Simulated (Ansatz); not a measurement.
# BN (slab): what the fields show

The calculation's input:

```
crystal:
  lattice:
    - [2.5087542034, 0.0014369843, 0.0]
    - [1.2531178291, 2.173371902, 0.0]
    - [0.0, 0.0, 32.6]
  atoms:
    - { symbol: B, position: [0.4999824924, 0.4999824924, 0.4493865031] }
    - { symbol: "N", position: [0.8333175176, 0.8333175176, 0.4493865031] }
    - { symbol: B, position: [0.833350841, 0.833350841, 0.5506134969] }
    - { symbol: "N", position: [0.5000158157, 0.5000158157, 0.5506134969] }
  periodic: [true, true, false]
basis:
  ecutwfc: 420
kpoints:
  mp_grid: { grid: [10, 10, 1] }
  band_path:
    path:
      - [0, 0, 0]
      - [0.5, 0, 0]
      - [0.6666666666667, 0.3333333333333, 0]
      - [0, 0, 0]
    npoints: 8
hamiltonian:
  xc: pbe
  dispersion: d3bj
scf:
  occupations: { method: gaussian, width: 0.02 }
output:
  forces: true
  stress: true
  eigenvalues: true
  write_density: true
  write_potential: true
  elf: true
  volumetric_format: npy
relax:
  adjacent_minimum: "off"
  f_tol: 0.01
  max_steps: 50
  constraints: [{ sites: [0, 2], fix: xy }]
```

Command:

```sh
ansatz run input.yaml --threads 1 --pin off --max-ram 3072MiB --backend cpu --events-out ev --progress --plain --runs-dir out
```

The fields are those of the relaxed geometry.

Computed with DFT PBE+D3(BJ), scalar-relativistic, plane waves, PAW in Ansatz 0.2.0.

In a PAW calculation such maps are meaningful between the atoms, not at the nuclei.

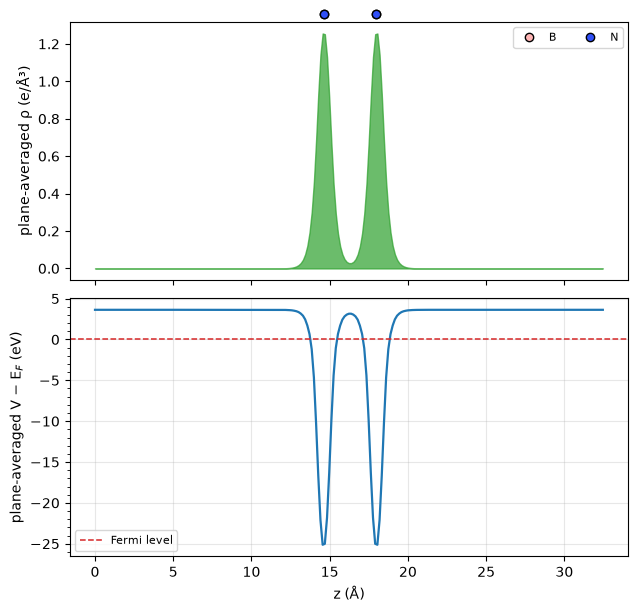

Figure 1. Plane average of the electrostatic potential energy of an electron and of the valence charge density (pseudo) across the slab. Circles mark the heights of the atoms.

How far above the Fermi level of the calculation is the vacuum level?

3.6 eV. The slab has a gap, so the Fermi level lies inside it and this isn't a work function in the metallic sense.

What are the slab's thickness and the vacuum gap?

The outermost nuclei are 3.4 Å apart, in 2 atomic planes; the vacuum between periodic images is 29.2 Å wide.

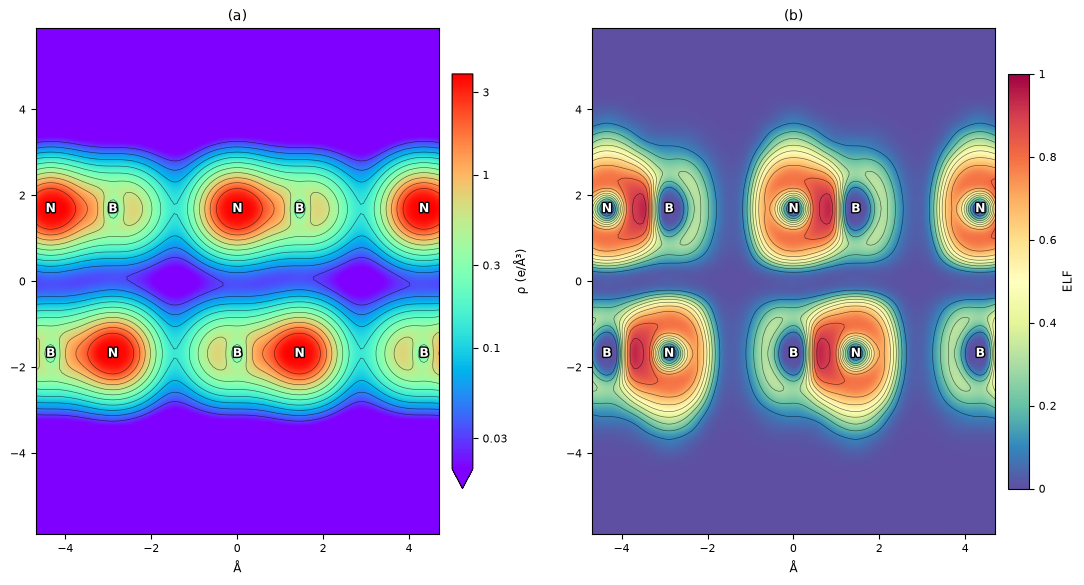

Figure 2. (a) valence electron density; (b) ELF on the (11̄0) plane of the calculation cell, a cut from vacuum to vacuum.

Interpret the plot.

Atoms in the plane: B and N. B–N (1.45 Å): ρ at the midpoint is about 1.8 e/Å³; the ELF peaks at about 0.95 between the atoms (a shared but strongly polarised pair). The density dies away to nearly zero in the vacuum.

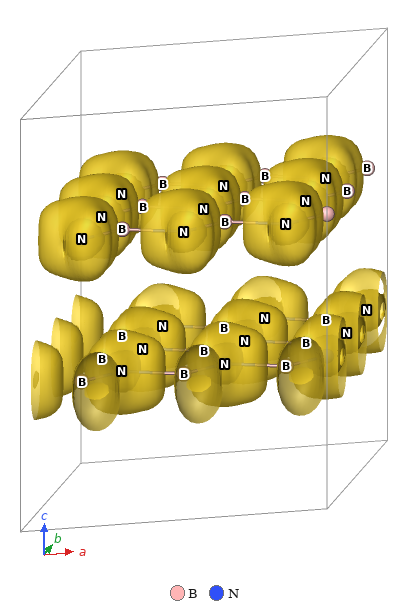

Figure 3. Isosurface of the electron localisation function at 0.7 (yellow), seen slightly off an axis. Only the valence region is drawn (cores and ρ < 0.01 e/Å³ removed). Sticks mark near contacts.

Describe the localisation domains.

The ELF exceeds this value in two regions on N in which the atom's valence shell and bonds are merged, counted in one cell of 4 atoms. Counts are for one cell; the picture repeats the cell along the surface.
